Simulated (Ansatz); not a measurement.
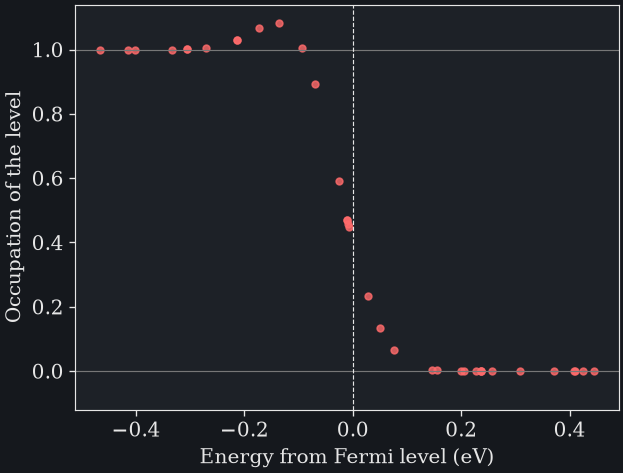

Occupations of the one-electron levels of the k mesh against their energy, from a run on Pt, space group Pm-3m (No. 221), 1 atom in the cell, with Ansatz.

Q: Name the smearing function and its width.

A: cold (Marzari-Vanderbilt) smearing with a width of 0.1 eV. The occupations overshoot 1 below the Fermi level (up to 1.08) but never turn negative, and they are not symmetric about it.
